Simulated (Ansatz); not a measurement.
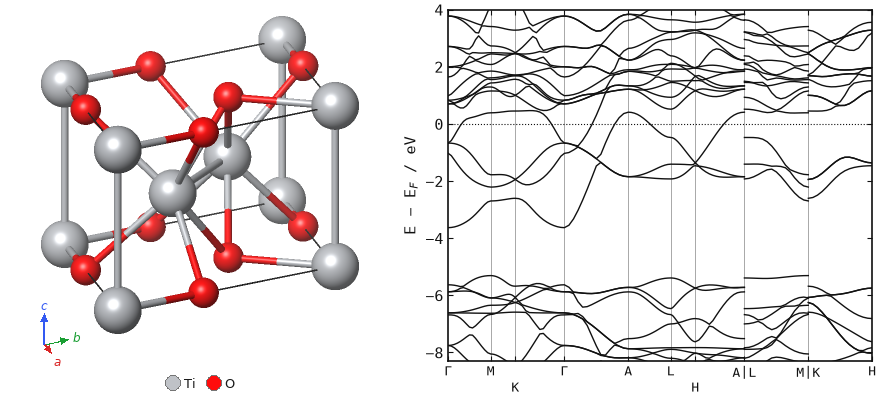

Band structure, beside the structure. Energies are counted from the Fermi level.

Calculation on TiO, space group P-62m (No. 189), 6 atoms in the cell; a = 4.989 Å, c = 2.873 Å (hexagonal axes).

Method: PBEsol, Ti d U = 3 eV, Ansatz PAW, no spin polarisation, no spin-orbit coupling, 6×6×9 k mesh, 420 eV cutoff, Fermi-Dirac smearing of 0.05 eV (Ansatz).

**Is there a gap at the Fermi level?**

A metal: 2 bands cross the Fermi level along this path.

**By band count a gap could open at this filling. What closes it?**

The last band that the electron count would fill rises to 0.41 eV above the Fermi level at A, leaving holes there, and the next band dips to 0.77 eV below it between Γ and A, holding electrons: an overlap of 1.18 eV.

**Which levels at Γ lie nearest to the Fermi level?**

At Γ the nearest levels lie 0.67 eV below and 0.70 eV above the Fermi level.

U without spin polarisation on a metal has little footing. The PAW data sets were made with another functional. The k mesh is thin for a metal, so its Fermi level is uncertain. The cell comes from a database of computed structures, and whether it is the stable form of this composition wasn't checked.
